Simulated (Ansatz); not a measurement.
Si$_{22}$ZrO$_{48}$: several calculations on one system

Part 1: Relaxation

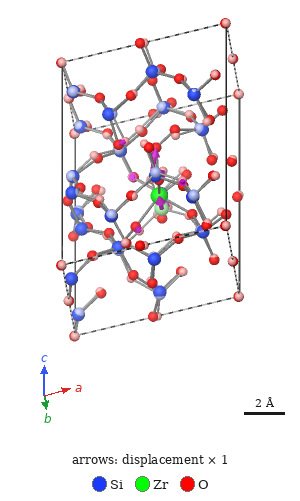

This is a relaxation of a defect cell of composition Si$_{22}$ZrO$_{48}$. The starting structure is drawn faded, the final one solid; purple arrows show the displacements, at their true length.

The picture is a ball-and-stick view of the cell of the calculation (origin shifted), seen from a free direction.

Level of theory: DFT, PBEsol, PAW, plane waves in Ansatz. (plane-wave cutoff 420 eV; k-point mesh 1 × 1 × 1; mesh shifted by (0.25, 0.25, 0.25); collinear spin; atoms relaxed in a fixed cell; force threshold 0.03 eV/Å; at most 80 steps)

Question: Describe the change and its energy.

Answer: An O atom moves most: 1.67 Å along [1 −2 3]. Largest moves by element: O 1.67 Å, Zr 0.96 Å, Si 0.28 Å. The lattice vectors keep their values. Some distances before and after: O–Zr 3.539 → 2.179 Å, O–O 2.622 → 1.321 Å, O–Zr 1.633 → 2.434 Å, O–Zr 1.619 → 2.029 Å. New bonds form, among them: O–O (2.62 → 1.32 Å), O–Zr (3.54 → 2.18 Å). Among the angles between lasting bonds that change: O–Zr–O 110.0° → 138.9°, Si–O–Zr 144.6° → 171.3°, Si–O–Si 142.4° → 164.6°. Over 33 geometry steps the energy falls by 13.919 eV per cell of the calculation. Largest force component: 15 eV/Å at the start, 0.019 eV/Å at the end. The program noted that the starting moments weren't kept. The run took 36 s on 1 × NVIDIA GB200 with 8 threads of Arm Neoverse-V2, peak memory 1.9 GiB.

Part 2: Relaxation

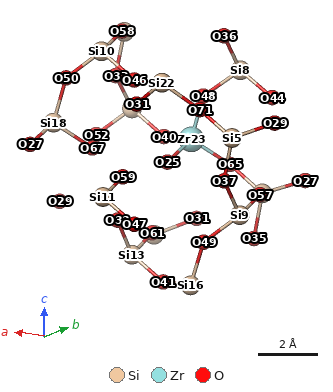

Starting structure of a defect cell of composition Si22ZrO48. The picture is a ball-and-stick view of the atoms within 5.0 Å of the atom that moves most (axes of the cell of the calculation, reduced to other axes (origin shifted)), seen from a free direction. Lengths and directions refer to the drawn axes.

The calculation used DFT, PBEsol, PAW, plane waves in Ansatz 0.2.0.

Settings: plane-wave cutoff 420 eV; k-point mesh 1 × 1 × 1; mesh shifted by (0.25, 0.25, 0.25); collinear spin; atoms relaxed in a fixed cell; force threshold 0.03 eV/Å; at most 80 steps.

```xyz
71
Lattice="9.9016 0.0000 0.0000 -4.9508 8.5751 0.0000 0.0000 0.0000 10.8859" Properties=species:S:1:pos:R:3 pbc="T T T"
Si   -2.6193    8.5639    1.8478
Si   -0.1751    4.3144    1.7823
Si   -0.1555    4.2836    7.2183
Si    7.2565    0.0324    1.8417
Si    2.3362    8.5730    7.2800
Si    4.8492    4.3085    1.8248
Si    4.8250    4.2757    7.2957
Si   -1.1466    2.0576    3.6343
Si   -1.1441    2.0328    9.0650
Si   -3.6235    6.2793    3.6239
Si   -3.6444    6.3319    9.0640
Si    3.8099    2.0229    3.6098
Si    3.7806    1.9889    9.1007
Si    1.3287    6.3039    3.6216
Si    1.3432    6.3031    9.0697
Si    1.3336    2.2680   10.8831
Si   -1.1672    6.5192   10.8756
Si   -1.1520    6.5694    5.4670
Si    6.2618    2.2783    0.0196
Si    6.2861    2.2547    5.4389
Si    3.8002    6.5177   10.8572
Si    3.7695    6.5846    5.4399
Zr    1.3011    2.2695    5.4282
O     1.3895    1.1541    1.1536
O     1.3967    1.1533    6.6159
O    -1.0773    5.4413    1.1639
O    -1.0860    5.4482    6.6296
O     6.3343    1.1062    1.1479
O     6.3440    1.1350    6.6273
O     3.8668    5.4218    1.1677
O     3.8722    5.3970    6.5994
O     3.2976    0.6157    2.9928
O     3.2347    0.6381    8.4139
O     0.8062    4.9308    2.9831
O     0.8069    4.9275    8.4106
O     8.2199    0.6243    2.9727
O     8.2207    0.6341    8.3964
O     5.7020    4.9211    2.9995
O     5.7585    4.9405    8.3980
O     2.7842    2.5192    4.8009
O     2.8077    2.5025   10.2425
O     0.3025    6.8036    4.7887
O     0.3104    6.7940   10.2247
O     7.7196    2.5415    4.8038
O     7.7214    2.5424   10.2201
O     5.2277    6.7913    4.8399
O     5.2418    6.8051   10.2306
O     0.2936    1.7619    4.2706
O     0.2886    1.7719    9.7376
O    -2.1729    6.0803    4.2552
O    -2.1778    6.0719    9.7379
O     5.2317    1.7698    4.2493
O     5.2851    1.8471    9.6977
O     2.8048    6.0623    4.2782
O     2.7968    6.0232    9.7028
O    -1.1290    3.1396    2.4685
O    -1.0728    3.1442    7.9090
O    -3.5499    7.4096    2.4735
O    -3.5745    7.4247    7.9296
O     3.8792    3.1375    2.4844
O     3.8661    3.1171    7.8878
O     1.3900    7.4276    2.4868
O     1.3756    7.4166    7.9115
O     0.8082    3.6785    0.6413
O     0.7574    3.6524    6.0722
O    -1.6816    7.8997    0.6430
O    -1.6613    7.9947    6.0984
O     5.7225    3.6443    0.6498
O     5.7359    3.6771    6.0893
O     3.3016    7.9226    0.6747
O     3.2601    7.9536    6.1474
```

Q: Predict the outcome.

A: The largest move is that of O25, 1.68 Å along [2 −1 −3]. By element the largest moves are O 1.68 Å, Zr 0.97 Å, Si 0.28 Å. The lattice vectors keep their values. Some distances before and after: Zr23–O67 3.539 → 2.178 Å, O25–O33 2.622 → 1.320 Å, Zr23–O25 1.633 → 2.438 Å, Zr23–O65 1.619 → 2.030 Å. New bonds form, among them: O25–O33 (2.62 → 1.32 Å), Zr23–O67 (3.54 → 2.18 Å). Among the angles between lasting bonds that change: O25–Zr23–O48 110.0° → 139.3°, Si3–O65–Zr23 144.6° → 171.8°, Si3–O27–Si18 142.4° → 164.5°. The energy falls by 13.918 eV per cell of the calculation in 33 geometry steps. Largest force component: 15 eV/Å at the start, 0.03 eV/Å at the end. The program noted that the starting moments weren't kept. Cost: 36 s on 1 × NVIDIA GB200 with 8 threads of Arm Neoverse-V2, peak memory 2 GiB.

The end point in the same view:

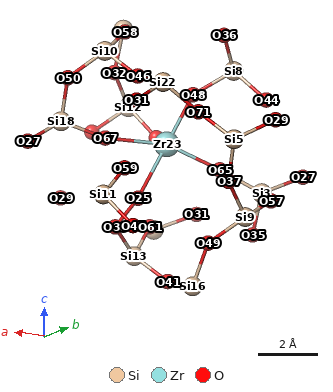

Part 3: Defect

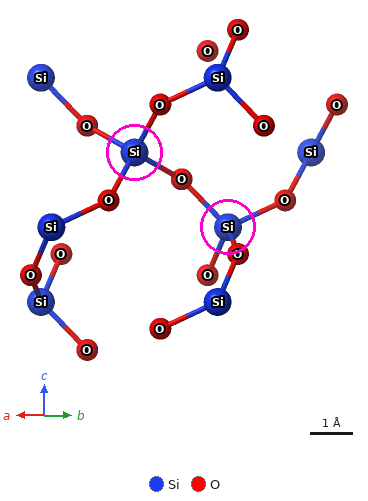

Perfect SiO$_{2}$. The picture is a ball-and-stick view of the atoms within 4.6 Å of one point, in a slice 4.2 Å thick across the line of sight, seen along [110].

These are results of DFT, PBEsol, PAW, plane waves (Ansatz 0.2.0), not measurements. Settings: plane-wave cutoff 420 eV; k-point mesh 1 × 1 × 1; mesh shifted by (0.25, 0.25, 0.25); collinear spin. Fermi-Dirac smearing of 0.01 eV. The axes drawn are those of the host's conventional cell.

A silicon atom is replaced by zirconium and a silicon atom is taken out (a vacancy), the two sites 3.1 Å apart at the ringed places, in charge state 0. The supercell has 72 sites, and the atoms are relaxed at the host's cell.

**Predict the relaxed surroundings of the defect.**

In the host the Si atom has 4 O at 1.62 Å; the Zr atom ends with 4 O at 1.91 to 2.18 Å. Around the empty Si site the host had 4 O at 1.62 Å; after relaxation the nearest atoms are 1 O at 0.87 Å. Of the host's atoms, an oxygen atom moves furthest from its site, by 1.72 Å. The Zr atom itself moves 1.00 Å from where it was put. The cell's net moment is 2.00 μB.

The relaxed defect, seen from the same direction:

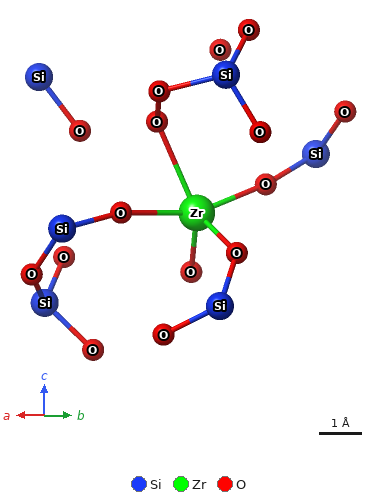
